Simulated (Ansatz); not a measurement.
Si: several calculations on one system

Part 1: Vibrations

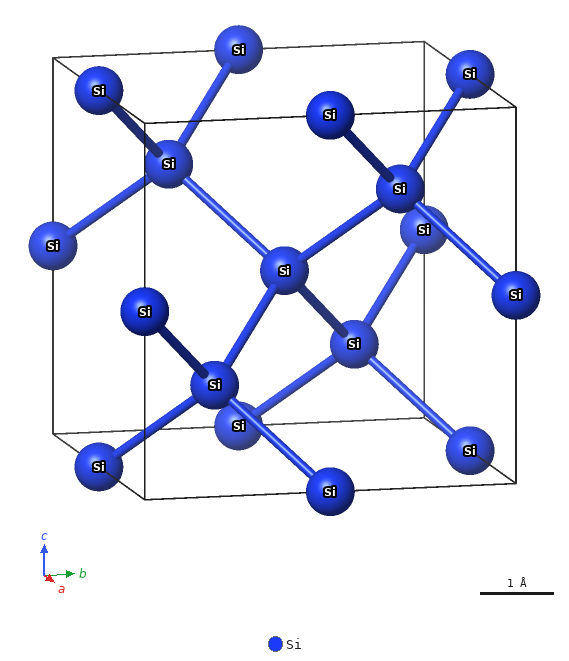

Normal modes of crystalline Si relaxed at 11 GPa, space group Fd-3m (No. 227), at the zone centre. A ball-and-stick model of the conventional cell (4 times the calculation's cell), seen slightly off an axis. Lengths and directions refer to the drawn axes.

Computed with DFT PBE, scalar-relativistic, plane waves, PAW in Ansatz 0.2.0.

Input file:
```yaml
crystal:
  lattice:
    - [0.0, 2.645364898, 2.645364898]
    - [2.645364898, 0.0, 2.645364898]
    - [2.645364898, 2.645364898, 0.0]
  atoms:
    - { symbol: Si, position: [0.5, 0.5, 0.5] }
    - { symbol: Si, position: [0.75, 0.75, 0.75] }
basis:
  ecutwfc: 420
kpoints:
  mp_grid: { grid: [12, 12, 12] }
hamiltonian:
  xc: pbe
scf:
  occupations: { method: fixed }
output:
  eigenvalues: true
phonons:
  method: dfpt
  dielectric: true
  rigid_motions: translations
  eigenvectors: true
```

Command:
```bash
ansatz run input.yaml --threads 1 --pin off --max-ram 1228MiB --backend cpu --events-out ev --progress --plain --runs-dir out
```

Frequencies are those without the non-analytic (LO–TO) term.

List the optical modes.

The calculation's cell holds 2 atoms, so there are 3 optical modes, in 1 level. The optical modes span T₂g. No level is unstable.

| level | symmetry | frequency (cm⁻¹) | activity |
| --- | --- | --- | --- |
| 1 | T₂g | 555 | Raman-active |

The modes drawn as arrows (one member of each degenerate set):

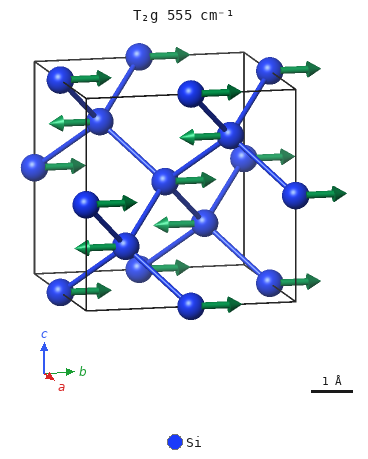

Part 2: Vibrations

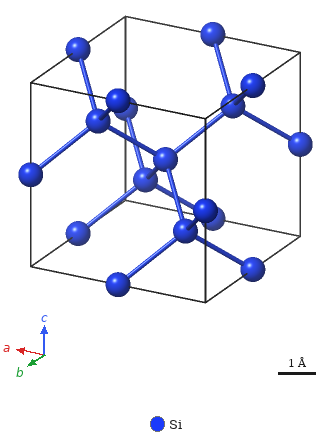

Lattice vibrations of solid Si relaxed at 5 GPa, at the zone centre. A ball-and-stick model of the conventional cell (4 times the calculation's cell), seen from a free direction. Lengths and directions refer to the drawn axes.

Computed with DFT PBE, scalar-relativistic, plane waves, PAW (Ansatz). (plane-wave cutoff 420 eV; k-point mesh 12 × 12 × 12; occupations fixed; target pressure 5 GPa; no spin polarisation)

Frequencies are those without the non-analytic (LO–TO) term.

Which optical modes does it have, at what frequencies, and is it stable there?

The calculation's cell holds 2 atoms, so there are 3 optical modes, in 1 level. The optical modes span T₂g. No level is unstable.

```json
{"level": "1", "symmetry": "T₂g", "frequency (cm⁻¹)": "528", "activity": "Raman-active"}
```

The modes drawn as arrows (one member of each degenerate set):

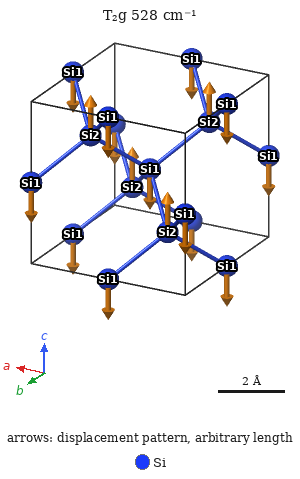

Part 3: One mode

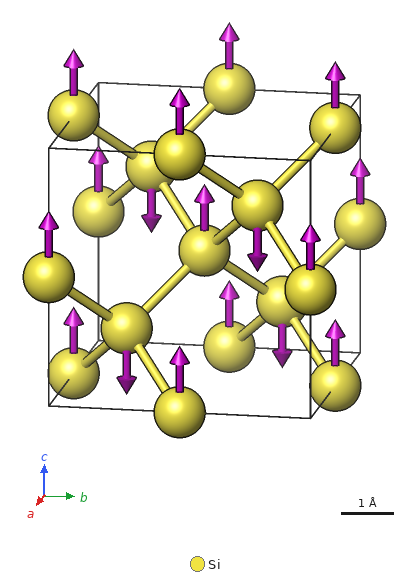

One vibrational mode of a crystal of Si relaxed at 22 GPa at the zone centre. Displacements are drawn as purple arrows; their common scale and sign are arbitrary. The picture is a ball-and-stick view of the conventional cell (4 times the calculation's cell), seen slightly off an axis. Lengths and directions refer to the drawn axes.

These are results of DFT PBE, scalar-relativistic, plane waves, PAW in Ansatz 0.2.0, not measurements.

Input file:
```yaml
crystal:
  lattice:
    - [0.0, 2.5821775002, 2.5821775002]
    - [2.5821775002, 0.0, 2.5821775002]
    - [2.5821775002, 2.5821775002, 0.0]
  atoms:
    - { symbol: Si, position: [0.5, 0.5, 0.5] }
    - { symbol: Si, position: [0.75, 0.75, 0.75] }
basis:
  ecutwfc: 420
kpoints:
  mp_grid: { grid: [12, 12, 12] }
hamiltonian:
  xc: pbe
scf:
  occupations: { method: fixed }
output:
  eigenvalues: true
phonons:
  method: dfpt
  dielectric: true
  rigid_motions: translations
  eigenvectors: true
```

Command:
```bash
ansatz run input.yaml --threads 1 --pin off --max-ram 1228MiB --backend cpu --events-out ev --progress --plain --runs-dir out
```

Frequencies are those without the non-analytic (LO–TO) term.

What mode is this, and where does it lie in the spectrum?

This is the T₂g mode (triply degenerate; one member of the set is drawn) at 17.9 THz, the only optical level, Raman-active by symmetry. All motion is along c; atoms of one kind move against one another, with no net shift of their sublattice.

Part 4: Softest mode

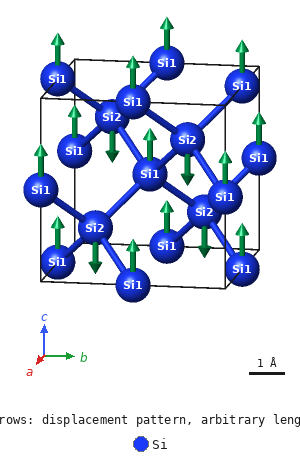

The lowest optical mode of a crystal of Si at 0.98 times its rest volume, space group Fd-3m (No. 227), at the zone centre. The green arrows are the displacements of the atoms (eigenvector over the root of the mass), of arbitrary overall length and sign. A ball-and-stick model of the conventional cell (4 times the calculation's cell), seen slightly off an axis. Lengths and directions refer to the drawn axes.

Computed with DFT PBE, scalar-relativistic, plane waves, PAW (Ansatz 0.2.0). Settings: plane-wave cutoff 420 eV; k-point mesh 10 × 10 × 10; occupations fixed; no spin polarisation.

Frequencies are those without the non-analytic (LO–TO) term.

Is this crystal at a minimum with respect to the drawn distortion?

Yes: this softest mode has a real frequency, and so have all others here. That speaks for this wave vector alone: the rest of the zone wasn't checked in this run. This is the T₂g mode (triply degenerate; one member of the set is drawn) at 513 cm⁻¹, the only optical level, Raman-active by symmetry. All motion is along c; atoms of one kind move against one another, with no net shift of their sublattice.
